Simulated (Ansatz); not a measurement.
## Geometry relaxation of NiSi (part 1 of 2)

System: NiSi (Pnma, 8 atoms in the cell).
Method: DFT PBE, scalar-relativistic, plane waves, PAW, no spin polarisation (Ansatz 0.2.0).

The structure derives from an entry of the Crystallography Open Database. It belongs to a series of runs on one base structure; here: volume × 1.03, shape and atoms relaxed. Figures and captions count atoms from 1; the log counts them from 0 in places.

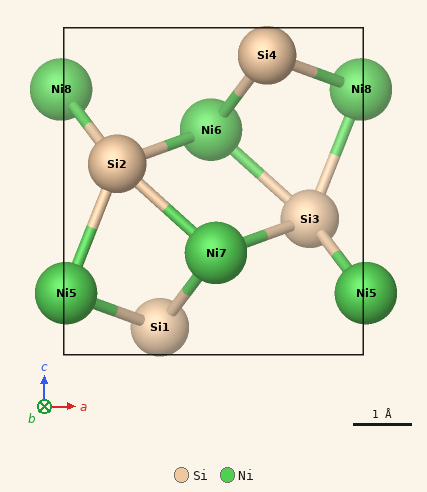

**Figure 1.** The input geometry (ball-and-stick view of the cell of the calculation, along the b axis; atoms are numbered from 1 in the order of the input). Near neighbours in the crystal (not all of them lie inside the picture): Si has 6 Ni at 2.31 to 2.43 Å; Ni has 6 Si at 2.31 to 2.43 Å.

## Results in brief

```tsv
quantity	value
outcome	converged
space group (tolerance 0.01 Å)	Pnma (62)
electrons treated	88
free energy	−25906.1190 eV
Fermi energy	14.005 eV
gap on the k-point mesh	none (metallic)
pressure	−4.57 GPa
final volume	100.70 Å³
largest force (length of the vector) at the end	0.004 eV/Å
final cell	a = 5.202 Å, b = 3.401 Å, c = 5.691 Å, α = 90.00°, β = 90.00°, γ = 90.00°
hardware	2 threads of Intel Xeon (Sapphire Rapids), 64 GiB of memory available, shared host
wall time	64 s (CPU time 2.1 min)
peak memory	0.79 GiB
```

## Remarks

The run has no spin polarisation, so a magnetic state may lie lower.

## Input file
```yaml
crystal:
  lattice:
    - [5.2051202816, 0.0, 0.0]
    - [0.0, 3.4089128594, 0.0]
    - [0.0, 0.0, 5.6753583289]
  atoms:
    - { symbol: Si, position: [0.3212470394, 0.75, 0.0840781295] }
    - { symbol: Si, position: [0.1787529606, 0.25, 0.5840781295] }
    - { symbol: Si, position: [0.8212470394, 0.75, 0.4159218705] }
    - { symbol: Si, position: [0.6787529606, 0.25, 0.9159218705] }
    - { symbol: Ni, position: [0.0082175806, 0.25, 0.1884869325] }
    - { symbol: Ni, position: [0.4917824194, 0.75, 0.6884869325] }
    - { symbol: Ni, position: [0.5082175806, 0.25, 0.3115130675] }
    - { symbol: Ni, position: [0.9917824194, 0.75, 0.8115130675] }
basis:
  ecutwfc: 420
kpoints:
  mp_grid: { grid: [8, 10, 6] }
hamiltonian:
  xc: pbe
scf:
  occupations: { method: gaussian, width: 0.1 }
output:
  forces: true
  stress: true
  eigenvalues: true
  write_density: true
  write_potential: true
  elf: true
  volumetric_format: npy
relax:
  adjacent_minimum: "off"
  f_tol: 0.01
  max_steps: 30
  cell: { stress_tol: 0.1, fix: [volume] }
```

Command:
```bash
ansatz run input.yaml --threads 2 --pin off --max-ram 5120MiB --backend cpu --events-out ev --progress --plain --runs-dir out
```

## Output
```
Engine: ansatz 0.2.0, x86_64-unknown-linux-gnu
Pseudopotentials: kind: paw
Pseudopotential: Si, paw, valence charge 4, recommended cutoff 420 eV (normal), Si.paw.azcp
Pseudopotential: Ni, paw, valence charge 18, recommended cutoff 420 eV (normal), Ni.paw.azcp
Functional definition: PBE
  parameter kappa = 0.804
  parameter beta = 0.06672455060314922
  exchange = pbe_x(kappa = kappa, mu = beta*pi^2/3)
  correlation = pbe_c(beta = beta)
Crystal: 8 atoms, lattice volume = 100.702 Å³
Basis set: ecut = 420 eV, 1969 PW (Γ), exchange–correlation on 72×48×80 points (8 copies of the dense FFT grid, shifted against one another)
Bands: 53, of which v1, the nominal top of the filled ones, is band 44 counted from 1 (43 counted from 0)
Symmetry: 8 space group operations
Space group: Pnma (ITA 62), of the structure as read, at distance tolerance 4.7e-5 Å
k-points: 120 of 480
Non-local potential: Si, projectors of the file, l = 0: 2, l = 1: 2, l = 2: 2
Non-local potential: Ni, projectors of the file, l = 0: 3, l = 1: 2, l = 2: 3, l = 3: 1
PAW form: soft (Blöchl's): semilocal exchange-correlation on the pseudo side does not see the compensation charge
PAW one-centre angular grid: Si, 110 points (default); XC on 64 Gauss nodes
PAW one-centre angular grid: Ni, 590 points (default); XC on 64 Gauss nodes
Initial density: superposition of atomic densities (neutral atoms: chi_scale 0, normalization atom), corrected by the library's trained network
Initial wavefunctions: pseudopotential atomic-orbital guess
Functional: x = pbe(κ = 0.804, μ = 0.2195149727645171), c = pbe(β = 0.06672455060314922)
SCF iter   1: F=—  HF=-25906.115989 eV  |F-HF|=—  |Δ(HF+E_count)|=         —  Δρ=3.11e-3  dr2=2.38e-3  ethr=1.77e-3  ⟨swp⟩=7.2  Hψ=24660  notcnv=0  defer=9
preconditioner: auto → Kerker (q_TF=auto, 2.668 Å⁻¹)  [metal: Δε(μ)=0.024 eV  Ē_g=6.794 eV  σ=0.100 eV  W_gap=0.13  n_scr=38 (ndim 8)  ℏωp=27.7 eV  f_vac=0.000  D(μ)=1.69/eV (n_scr^D=8)]
SCF iter   2: F=—  HF=-25906.116326 eV  |F-HF|=—  |Δ(HF+E_count)|=   3.37e-4  Δρ=1.83e-3  dr2=1.32e-3  ethr=2.71e-6  ⟨swp⟩=2.0  Hψ=12490  notcnv=0  defer=11
SCF iter   3: F=—  HF=-25906.116515 eV  |F-HF|=—  |Δ(HF+E_count)|=   1.89e-4  Δρ=8.23e-4  dr2=3.84e-4  ethr=1.51e-6  ⟨swp⟩=2.0  Hψ=8503  notcnv=0  defer=11
SCF iter   4: F=—  HF=-25906.116462 eV  |F-HF|=—  |Δ(HF+E_count)|=   5.33e-5  Δρ=2.51e-4  dr2=4.26e-5  ethr=4.37e-7  ⟨swp⟩=2.1  Hψ=7736  notcnv=0  defer=11
SCF iter   5: F=—  HF=-25906.116461 eV  |F-HF|=—  |Δ(HF+E_count)|=   5.67e-7  Δρ=5.34e-5  dr2=2.98e-6  ethr=4.85e-8  ⟨swp⟩=2.5  Hψ=9344  notcnv=0  defer=11
SCF iter   6: F=-25906.116461 eV  HF=-25906.116461 eV  |F-HF|=1.93e-10  |Δ(HF+E_count)|=   5.03e-7  Δρ=9.87e-6  dr2=8.18e-8  ethr=1.14e-10  ⟨swp⟩=11.4  Hψ=48274  notcnv=0
SCF 1 converged in 6 iterations: F = -25906.116461 eV  dr2 = 8.18e-8
  greatest PAW one-centre occupation: 1.000 electrons in one spin orbital (limit 2), on the Ni atom at site 6 (counted from 0), in its partial waves of l = 1
relax step   1: F+E_penalty+E_count = -25906.11646098 eV  Δ(F+E_penalty+E_count) = +0.000e0 eV  max|allowed force component| = 6.065e-2 eV/Å  Δτ_max = 0.0000 Å  P = -4.843 GPa  Ω = 100.702 Å³  fix = [volume]  reactions: volume -4.843 GPa  (6 SCF iters, dr2 threshold 1.00e-7 eV, accepted)
Initial density: handed on by an earlier stage of this run
Initial wavefunctions: those handed on with the density
iter 1 solved again at ethr=6.58e-7 eV; its pass at ethr=3.10e-3 eV (dr2=5.79e-4 eV) is discarded
SCF iter   1: F=—  HF=-25906.118449 eV  |F-HF|=—  |Δ(HF+E_count)|=         —  Δρ=1.03e-3  dr2=5.48e-4  ethr=6.58e-7  ⟨swp⟩=2.0  Hψ=26821  notcnv=0
preconditioner: auto → Kerker (q_TF=auto, 2.668 Å⁻¹)  [metal: Δε(μ)=0.030 eV  Ē_g=6.800 eV  σ=0.100 eV  W_gap=0.17  n_scr=38 (ndim 8)  ℏωp=27.7 eV  f_vac=0.000  D(μ)=1.73/eV (n_scr^D=8)]
SCF iter   2: F=—  HF=-25906.118432 eV  |F-HF|=—  |Δ(HF+E_count)|=   1.76e-5  Δρ=5.25e-4  dr2=1.70e-4  ethr=6.23e-7  ⟨swp⟩=1.0  Hψ=6360  notcnv=0
SCF iter   3: F=—  HF=-25906.118419 eV  |F-HF|=—  |Δ(HF+E_count)|=   1.33e-5  Δρ=1.45e-4  dr2=1.98e-5  ethr=1.93e-7  ⟨swp⟩=2.2  Hψ=9628  notcnv=0
SCF iter   4: F=—  HF=-25906.118415 eV  |F-HF|=—  |Δ(HF+E_count)|=   4.04e-6  Δρ=4.47e-5  dr2=1.22e-6  ethr=2.26e-8  ⟨swp⟩=2.1  Hψ=8606  notcnv=0
iter 5 did not close the SCF: its close was put off for the readings that it lacked (scf_convergence_deferred on its scf_iter line)
SCF iter   5: F=-25906.118414 eV  HF=-25906.118414 eV  |F-HF|=3.92e-8  |Δ(HF+E_count)|=   1.73e-7  Δρ=8.81e-6  dr2=5.89e-8  ethr=1.39e-9  ⟨swp⟩=2.1  Hψ=9273  notcnv=0
SCF iter   6: F=-25906.118414 eV  HF=-25906.118414 eV  |F-HF|=4.20e-9  |Δ(HF+E_count)|=  6.18e-10  Δρ=2.97e-6  dr2=8.09e-9  ethr=6.70e-11  ⟨swp⟩=5.8  Hψ=40591  notcnv=0
SCF 2 converged in 6 iterations: F = -25906.118414 eV  dr2 = 8.09e-9
relax step   2: F+E_penalty+E_count = -25906.11841434 eV  Δ(F+E_penalty+E_count) = -1.953e-3 eV  max|allowed force component| = 2.419e-2 eV/Å  Δτ_max = 0.0059 Å  P = -4.701 GPa  Ω = 100.702 Å³  energy of the carried Pulay correction = -4.556e-18 eV  fix = [volume]  reactions: volume -4.701 GPa  (6 SCF iters, dr2 threshold 2.30e-7 eV, accepted)
Basis set: ecut = 420 eV, 1977 PW (Γ), exchange–correlation on 72×48×80 points (8 copies of the dense FFT grid, shifted against one another)
iter 1 solved again at ethr=4.40e-7 eV; its pass at ethr=3.10e-3 eV (dr2=3.87e-4 eV) is discarded
SCF iter   1: F=—  HF=-25906.118985 eV  |F-HF|=—  |Δ(HF+E_count)|=         —  Δρ=8.74e-4  dr2=3.67e-4  ethr=4.40e-7  ⟨swp⟩=2.0  Hψ=26775  notcnv=0
preconditioner: auto → Kerker (q_TF=auto, 2.668 Å⁻¹)  [metal: Δε(μ)=0.014 eV  Ē_g=6.805 eV  σ=0.100 eV  W_gap=0.08  n_scr=38 (ndim 8)  ℏωp=27.7 eV  f_vac=0.000  D(μ)=1.76/eV (n_scr^D=8)]
SCF iter   2: F=—  HF=-25906.118977 eV  |F-HF|=—  |Δ(HF+E_count)|=   7.48e-6  Δρ=4.42e-4  dr2=1.09e-4  ethr=4.17e-7  ⟨swp⟩=1.0  Hψ=6360  notcnv=0
SCF iter   3: F=—  HF=-25906.118965 eV  |F-HF|=—  |Δ(HF+E_count)|=   1.20e-5  Δρ=1.25e-4  dr2=1.43e-5  ethr=1.24e-7  ⟨swp⟩=2.3  Hψ=9834  notcnv=0
SCF iter   4: F=—  HF=-25906.118976 eV  |F-HF|=—  |Δ(HF+E_count)|=   1.05e-5  Δρ=3.67e-5  dr2=8.52e-7  ethr=1.62e-8  ⟨swp⟩=2.2  Hψ=8875  notcnv=0
SCF iter   5: F=—  HF=-25906.118975 eV  |F-HF|=—  |Δ(HF+E_count)|=   1.33e-7  Δρ=7.62e-6  dr2=4.33e-8  ethr=9.69e-10  ⟨swp⟩=2.1  Hψ=9280  notcnv=0
SCF iter   6: F=-25906.118975 eV  HF=-25906.118975 eV  |F-HF|=2.45e-9  |Δ(HF+E_count)|=  5.46e-11  Δρ=2.43e-6  dr2=5.30e-9  ethr=4.16e-11  ⟨swp⟩=7.3  Hψ=38748  notcnv=0
SCF 3 converged in 6 iterations: F = -25906.118975 eV  dr2 = 5.30e-9
  greatest PAW one-centre occupation: 1.000 electrons in one spin orbital (limit 2), on the Ni atom at site 7 (counted from 0), in its partial waves of l = 1
relax step   3: F+E_penalty+E_count = -25906.11897545 eV  Δ(F+E_penalty+E_count) = -5.611e-4 eV  max|allowed force component| = 2.886e-3 eV/Å  Δτ_max = 0.0049 Å  P = -4.573 GPa  Ω = 100.702 Å³  energy of the carried Pulay correction = -1.822e-17 eV  fix = [volume]  reactions: volume -4.573 GPa  (6 SCF iters, dr2 threshold 3.66e-8 eV, accepted)
Initial wavefunctions: pseudopotential atomic-orbital guess (no wavefunctions were taken with the density)
iter 1 solved again at ethr=5.44e-7 eV; its pass at ethr=3.10e-3 eV (dr2=4.79e-4 eV) is discarded
SCF iter   1: F=—  HF=-25906.118936 eV  |F-HF|=—  |Δ(HF+E_count)|=         —  Δρ=1.00e-4  dr2=2.14e-7  ethr=5.44e-7  ⟨swp⟩=3.0  Hψ=38525  notcnv=0
eigensolver tolerance schedule: the retry pair's looser diagonalisation over-reported the residual by 2237.50 of it (diagonalisation noise at 0.65 of the residual, at the tolerance the schedule requests for it); recorded, not acted on — ethr = c·dr2/N_el stays at c = 1.0e-1
preconditioner: auto → Kerker (q_TF=auto, 2.668 Å⁻¹)  [metal: Δε(μ)=0.013 eV  Ē_g=6.806 eV  σ=0.100 eV  W_gap=0.07  n_scr=38 (ndim 8)  ℏωp=27.7 eV  f_vac=0.000  D(μ)=1.76/eV (n_scr^D=8)]
SCF iter   2: F=—  HF=-25906.118975 eV  |F-HF|=—  |Δ(HF+E_count)|=   3.92e-5  Δρ=5.09e-5  dr2=5.59e-8  ethr=2.43e-10  ⟨swp⟩=2.9  Hψ=13341  notcnv=0
SCF iter   3: F=—  HF=-25906.118984 eV  |F-HF|=—  |Δ(HF+E_count)|=   8.57e-6  Δρ=1.40e-6  dr2=6.08e-10  ethr=6.35e-11  ⟨swp⟩=1.0  Hψ=6360  notcnv=0
iter 4 did not close the SCF: its close was put off for the readings that it lacked (scf_convergence_deferred on its scf_iter line)
SCF iter   4: F=-25906.118984 eV  HF=-25906.118984 eV  |F-HF|=1.82e-11  |Δ(HF+E_count)|=   3.34e-9  Δρ=5.23e-7  dr2=1.83e-10  ethr=1.00e-12  ⟨swp⟩=2.1  Hψ=9610  notcnv=0
iter 5 did not close the SCF: its close was put off for the readings that it lacked (scf_convergence_deferred on its scf_iter line)
SCF iter   5: F=-25906.118984 eV  HF=-25906.118984 eV  |F-HF|=2.18e-11  |Δ(HF+E_count)|=  2.91e-11  Δρ=2.15e-7  dr2=3.94e-11  ethr=1.00e-12  ⟨swp⟩=1.0  Hψ=6360  notcnv=0
iter 6 did not close the SCF: its close was put off for the readings that it lacked (scf_convergence_deferred on its scf_iter line)
SCF iter   6: F=-25906.118984 eV  HF=-25906.118984 eV  |F-HF|=1.46e-11  |Δ(HF+E_count)|=  7.28e-12  Δρ=2.69e-8  dr2=7.32e-13  ethr=1.00e-12  ⟨swp⟩=1.0  Hψ=6360  notcnv=0
iter 7 did not close the SCF: its close was put off for the readings that it lacked (scf_convergence_deferred on its scf_iter line)
SCF iter   7: F=-25906.118984 eV  HF=-25906.118984 eV  |F-HF|=3.64e-12  |Δ(HF+E_count)|=  7.28e-12  Δρ=3.46e-8  dr2=8.06e-13  ethr=1.00e-12  ⟨swp⟩=1.0  Hψ=6360  notcnv=0
SCF iter   8: F=-25906.118984 eV  HF=-25906.118984 eV  |F-HF|=3.64e-12  |Δ(HF+E_count)|=  3.64e-12  Δρ=8.33e-9  dr2=4.06e-14  ethr=1.00e-12  ⟨swp⟩=3.1  Hψ=23888  notcnv=0
SCF 4 converged in 8 iterations: F = -25906.118984 eV  dr2 = 4.06e-14
relax step   4: F+E_penalty+E_count = -25906.11898365 eV  Δ(F+E_penalty+E_count) = -8.205e-6 eV  max|allowed force component| = 2.900e-3 eV/Å  Δτ_max = 0.0000 Å  P = -4.573 GPa  Ω = 100.702 Å³  fix = [volume]  reactions: volume -4.573 GPa  stress off target by 1.88e-2 GPa on what of the cell is left free  SCF on the basis re-selected at this cell (its energy is not comparable with the rows above)  (8 SCF iters)
```

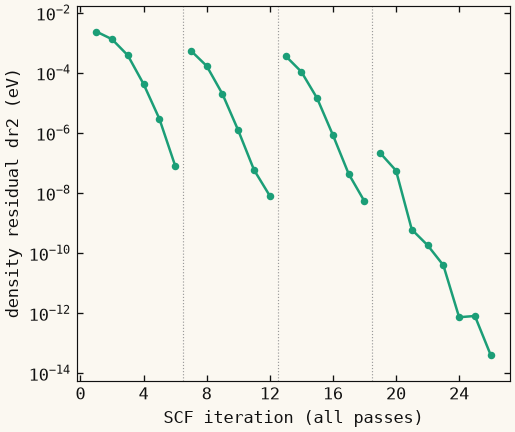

**Figure 2.** Convergence of the self-consistent field: density residual dr2 against the SCF iteration. The dotted lines part the SCF passes of the relaxation: geometry steps, rejected trials and re-solves on a re-selected basis. The passes take 6, 6, 6 and 8 iterations.

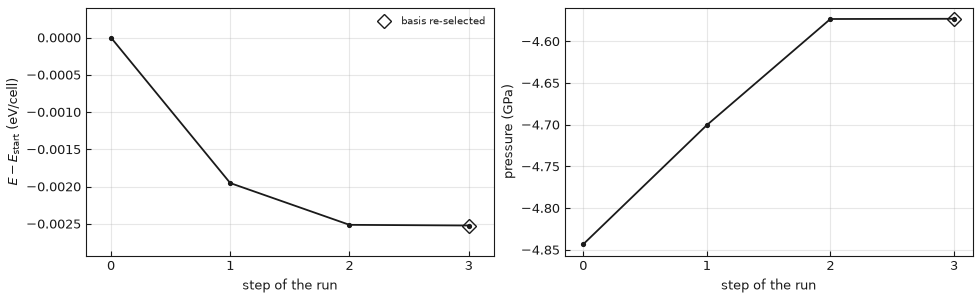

**Figure 3.** Progress of the relaxation, step by step (the first geometry is step 0 here and step 1 in the log). After 2 geometry steps the energy has fallen by 2.5 meV per cell of the calculation. The largest force component goes from 0.061 to 0.0029 eV/Å. Pressure: −4.84 GPa at the start and −4.57 GPa at the end. The largest moves relative to the cell, 0.011 Å, are those of Ni5, Ni6, Ni7 and Ni8. By element the largest moves are Ni 0.011 Å, Si 0.009 Å. Among the contacts that change: Si1–Ni8 2.310 → 2.304 Å. The space group stays Pnma (No. 62). A last SCF at the same geometry on a re-selected plane-wave basis shifts the energy by next to nothing (0.0 meV per cell of the calculation). (Atoms are counted from 1 in the order of the input.)
